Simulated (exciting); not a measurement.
**Energy of PtSe along an even scaling of the cell**

System: PtSe (2 atoms in the cell).
Method: Kohn-Sham DFT of a periodic cell, PBEsol, all-electron LAPW+lo, shipped species files, no spin polarisation (exciting sodium).

The 7 runs differ only in the geometry, by an even scaling of the cell at fixed fractional positions. The structure was built on a prototype by a generator; it need not be a known phase.

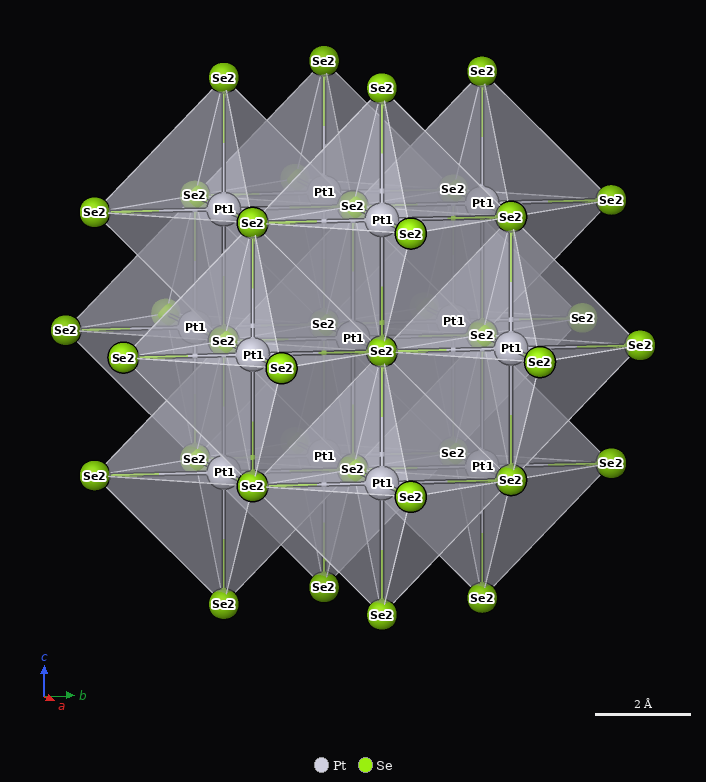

Figure 1. The structure of run 4 (polyhedral view of the cell 4 times as large as that of the calculation, set on its symmetry axes, seen slightly off an axis; polyhedra are completed across the faces of the cell; atoms are numbered from 1 in the order of the input).

## Input of run 4
```
<input>
  <title>PtSe</title>
  <structure speciespath="./" tshift="false">
    <crystal scale="1">
      <basevect>0.000000000000 5.288230619805 5.288230619805</basevect>
      <basevect>5.288230619805 0.000000000000 5.288230619805</basevect>
      <basevect>5.288230619805 5.288230619805 0.000000000000</basevect>
    </crystal>
    <species speciesfile="Pt.xml" rmt="2.3">
      <atom coord="0.500000000000 0.500000000000 0.500000000000"/>
    </species>
    <species speciesfile="Se.xml" rmt="2">
      <atom coord="0.000000000000 0.000000000000 0.000000000000"/>
    </species>
  </structure>
  <groundstate do="fromscratch" ngridk="8 8 8" rgkmax="9" gmaxvr="14" lmaxapw="10" lmaxmat="10" lmaxvr="8" xctype="GGA_PBE_SOL" stype="Fermi Dirac" swidth="0.00183747" nempty="14" ValenceRelativity="iora*" epsengy="1e-05" epspot="1e-05" maxscl="60" tforce="true" outputlevel="normal"/>
</input>
```

Command:
```bash
OMP_NUM_THREADS=1 exciting_smp
```

Run 6 has the same physical settings and fractional positions; its lattice vectors (Å) are:
```
   0.000000    2.835237    2.835237
   2.835237    0.000000    2.835237
   2.835237    2.835237    0.000000
```

## Results, with one run withheld

| run | volume per atom (Å³) | free energy per atom, from the lowest run given (meV) |
| --- | --- | --- |
| 1 | 20.600 | 0.00 |
| 2 | 21.038 | 41.07 |
| 3 | 21.476 | 98.23 |
| 4 | 21.915 | 149.36 |
| 5 | 22.353 | 201.57 |
| 6 | 22.791 | ? |
| 7 | 23.230 | 315.85 |

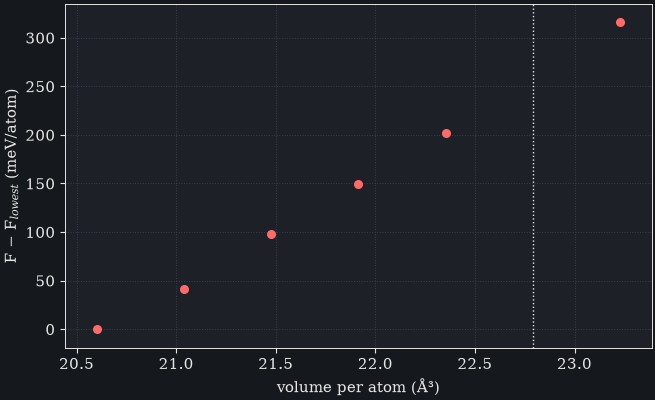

Figure 2. Free energy per atom of the runs given; the dotted line marks run 6.

What should run 6 give?

A cubic polynomial in V^(−2/3) (the Birch–Murnaghan form), fitted to the 6 runs given, misses them by at most 3.72 meV per atom. With x = V^(−2/3) − 0.12838 Å⁻², it reads F = 126.84 − 31035 x + 6.775e+05 x² + 2.637e+07 x³ (meV per atom). At run 6 it gives 259.39 meV per atom, and the run itself gives 254.66. The fit has no minimum inside this range. So low a polynomial doesn't follow these energies more closely.

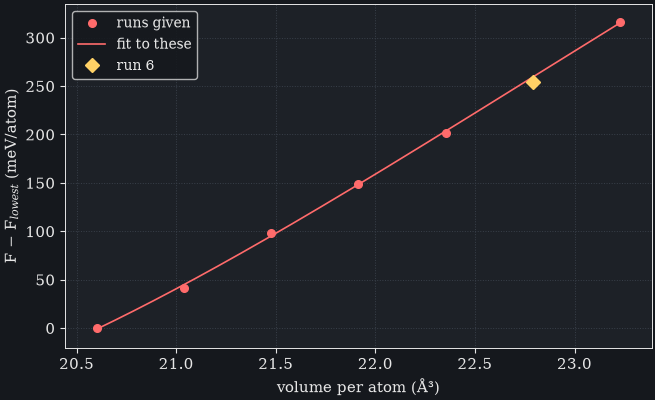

Figure 3. The fit and the withheld run.

## Some lines of the output (run 6)
```
[...]
 Fermi energy                               :         0.23157304
 DOS at Fermi energy (states/Ha/cell)       :        38.34915587
 Absolute change in total energy   (target) :  0.183500E-04  ( 0.100000E-04)
 Total energy                               :    -20870.13457440
 DOS at Fermi energy (states/Ha/cell)       :        38.34919767
 Absolute change in total energy   (target) :  0.103280E-04  ( 0.100000E-04)
 Total energy                               :    -20870.13457186
 DOS at Fermi energy (states/Ha/cell)       :        38.34918822
 Absolute change in total energy   (target) :  0.253628E-05  ( 0.100000E-04)
 Total energy                               :    -20870.13457327
 DOS at Fermi energy (states/Ha/cell)       :        38.34918614
 Absolute change in total energy   (target) :  0.140937E-05  ( 0.100000E-04)
 Total energy                               :    -20870.13457328
 DOS at Fermi energy (states/Ha/cell)       :        38.34918673
```

Notes: Spin–orbit coupling is left out, which matters for Pt.
